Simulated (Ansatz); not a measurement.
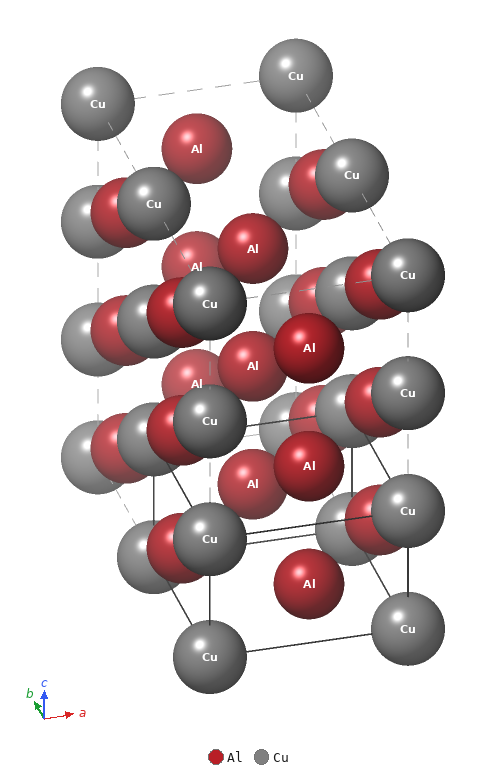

Spheres-only representation of a periodic structure, projected from a general direction. The solid box is one simulation cell, and 1×2×3 cells are shown.

Input file:
```yaml
crystal:
  lattice:
    - [4.1542799767, 0.0, 0.0]
    - [0.0, 4.1542799767, 0.0]
    - [0.0, 0.0, 2.7524143235]
  atoms:
    - { symbol: Al, position: [0.5, 0.0, 0.5] }
    - { symbol: Al, position: [0.0, 0.5, 0.5] }
    - { symbol: Cu, position: [0.0, 0.0, 0.0] }
basis:
  ecutwfc: 420
kpoints:
  mp_grid: { grid: [10, 10, 14] }
hamiltonian:
  xc: pbesol
scf:
  occupations: { method: gaussian, width: 0.1 }
output:
  forces: true
  stress: true
  eigenvalues: true
```
Run as:
```sh
ansatz run input.yaml --threads 1 --pin off --max-ram 1331MiB --backend cpu --events-out ev --progress --plain --runs-dir out
```

The calculation used Ansatz, DFT PBEsol, scalar-relativistic, plane waves, PAW, with a kinetic-energy cutoff of 420 eV, the zone sampled with 10×10×14 points, Gaussian smearing of 0.1 eV, no spin polarisation.

**Does it come out as a metal, or with a gap?**

A metal: bands cross the Fermi level.

**What pressure does the calculation give for this cell?**

The computed pressure is 0.4 GPa (compressed: it would expand). The stress isn't hydrostatic: its largest component is 2.9 GPa.

It goes back to a structure listed in the Materials Project. The cell was then strained or its atoms displaced on purpose. An electronic-structure calculation with Ansatz was run on it.
